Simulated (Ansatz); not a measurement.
# Calculations on KCl

Part 1: Relaxation

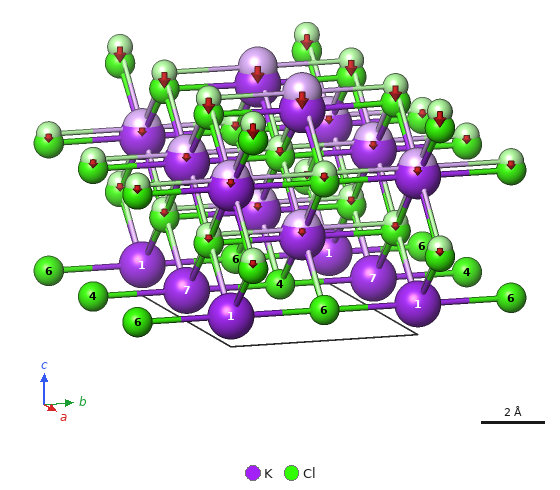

This is a constrained relaxation of a slab of composition KCl. The starting structure is drawn faded, the final one solid; red arrows show the displacements, at their true length.

A ball-and-stick model of the cell of the calculation, outlined in the plane, without the vacuum, seen slightly off an axis.

The run prepares the start of a later molecular dynamics calculation, from a guessed geometry. 4 atoms are held fixed.

Computed with Ansatz 0.2.0, DFT LDA, scalar-relativistic, plane waves, PAW.

The input:
```yaml
crystal:
  lattice:
    - [8.886554, 0.0, 0.0]
    - [0.0, 6.283743, 0.0]
    - [0.0, 0.0, 19.664916]
  atoms:
    - { symbol: K, position: [0.0, 0.0, 0.050852] }
    - { symbol: Cl, position: [0.25, 0.0, 0.1638267] }
    - { symbol: K, position: [0.75, 0.5, 0.1638267] }
    - { symbol: Cl, position: [0.5, 0.5, 0.050852] }
    - { symbol: K, position: [0.25, 0.5, 0.1638267] }
    - { symbol: Cl, position: [0.0, 0.5, 0.050852] }
    - { symbol: K, position: [0.5, 0.0, 0.050852] }
    - { symbol: Cl, position: [0.75, 0.0, 0.1638267] }
    - { symbol: K, position: [0.5, 0.0, 0.2768014] }
    - { symbol: Cl, position: [0.75, 0.0, 0.3897762] }
    - { symbol: K, position: [0.25, 0.5, 0.3897762] }
    - { symbol: Cl, position: [0.0, 0.5, 0.2768014] }
    - { symbol: K, position: [0.75, 0.5, 0.3897762] }
    - { symbol: Cl, position: [0.5, 0.5, 0.2768014] }
    - { symbol: K, position: [0.0, 0.0, 0.2768014] }
    - { symbol: Cl, position: [0.25, 0.0, 0.3897762] }
basis:
  ecutwfc: 420.0
kpoints:
  mp_grid: { grid: [1, 2, 1] }
hamiltonian:
  xc: lda
scf:
  occupations: { method: fermi_dirac, width: 0.05 }
  lower_state_search: "off"
relax:
  f_tol: 0.08
  max_steps: 25
  adjacent_minimum: "off"
  constraints: [{ sites: [0, 3, 5, 6] }]
```

Launched with:
```bash
ansatz run input.yaml --threads 1 --pin off --max-ram 3072MiB --backend cpu --events-out ev --progress --plain --runs-dir out
```

> Describe the change and its energy.

The largest moves, 0.57 Å, are those of K11 and K13. K11 goes along the normal (−c). By element the largest moves are K 0.57 Å, Cl 0.53 Å. The cell doesn't change. Near-neighbour distances that change, for instance: Cl12–K13 3.142 → 2.951 Å, Cl2–K7 3.142 → 2.956 Å, Cl10–K15 3.142 → 2.970 Å, K3–Cl12 3.142 → 3.120 Å. Among the angles between lasting bonds that change: Cl12–K11–Cl14 90.0° → 97.7°, K11–Cl12–K13 90.0° → 97.7°, Cl4–K3–Cl6 90.0° → 97.2°. After 3 geometry steps the energy has fallen by 0.394 eV per cell of the calculation. Largest force component: 0.37 eV/Å at the start, 0.029 eV/Å at the end. Cost: 23 s on 1 thread of Intel(R) Xeon(R) Platinum 8375C CPU @ 2.90GHz (Ice Lake) (shared host), peak memory 0.88 GiB.

Part 2: Dynamics

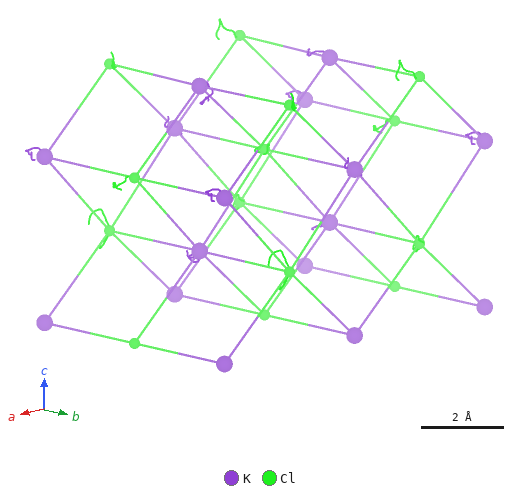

Molecular dynamics of a slab of KCl(110) (16 atoms in the cell), 320 fs long. Lines trace each atom's path, in the colour of its element; spheres stand at the starting positions. Fixed atoms have no trace. Seen from a free direction in the simulation cell, with the vacuum cut short.

Level of theory: DFT LDA, scalar-relativistic, plane waves, PAW in Ansatz 0.2.0. Settings: plane-wave cutoff 420 eV; k-point mesh 1 × 2 × 1; Fermi-Dirac smearing 0.05 eV; 4 atoms held fixed; Langevin thermostat (NVT); set temperature 500 K; time step 2 fs; friction 0.02 per fs.

Describe the motion.

Answer. Root-mean-square distances from the starting positions over the second half, with the common drift of all atoms taken out: Cl 0.51 Å, K 0.42 Å. Against the typical shortest distance between atoms in the first frame, about 3.0 Å these are wide excursions, but the first-neighbour bonds of the start all hold: the network flexes, or its layers or units shift against each other, without breaking.

Cost: 14 min on 1 thread of Intel(R) Xeon(R) Platinum 8375C CPU @ 2.90GHz (Ice Lake) (shared host), peak memory 1.2 GiB.

Part 3: Dynamics

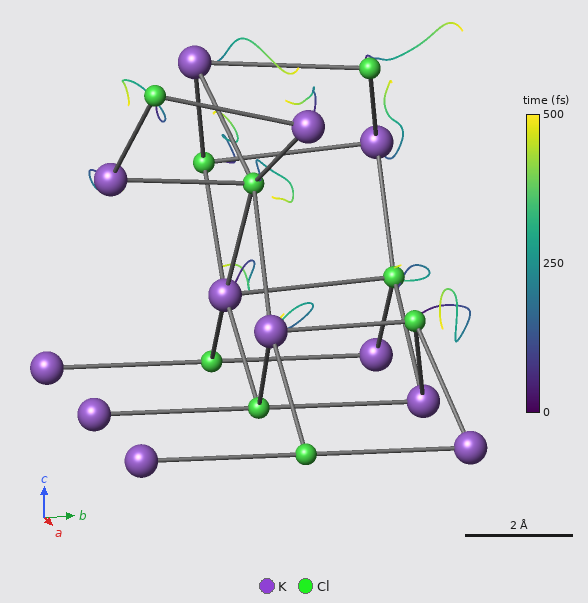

Molecular dynamics of a slab of KCl(110) (16 atoms in the cell), 500 fs long. It starts from the last geometry of an earlier run, with fresh velocities. Lines trace each atom's path, coloured by time; spheres stand at the starting positions. Fixed atoms have no trace. Seen slightly off an axis in the simulation cell, with the vacuum cut short.

Computed with DFT LDA, scalar-relativistic, plane waves, PAW (Ansatz 0.2.0). Run with plane-wave cutoff 420 eV; k-point mesh 1 × 2 × 1; Fermi-Dirac smearing 0.05 eV; 4 atoms held fixed; constant energy (NVE); velocities drawn for 750 K; time step 2 fs.

> How do the atoms move?

In the second half of the run the atoms are, in the root-mean-square, this far from where they began (common drift taken out): Cl 0.96 Å, K 0.90 Å. That is a large part of the typical shortest distance between atoms in the first frame, about 2.9 Å and still growing: the atoms leave their places as in a liquid. The mean temperature in the second half is 698 K (standard deviation 130 K). The potential energy is still drifting at the end, so the run hasn't reached equilibrium. The potential energy in the second half lies on average 5.0 meV per atom above the first frame. The total energy stays between −0.017 and 0.019 meV per atom of its start. A straight-line fit has a slope that amounts to +0.0027 meV per atom over 500 fs (under 0.1 % of the mean kinetic energy), and the ripple about it is under 0.1 % of the kinetic energy's fluctuation. With a drift under 2 % and a ripple under 7 %, the integration is accurate.
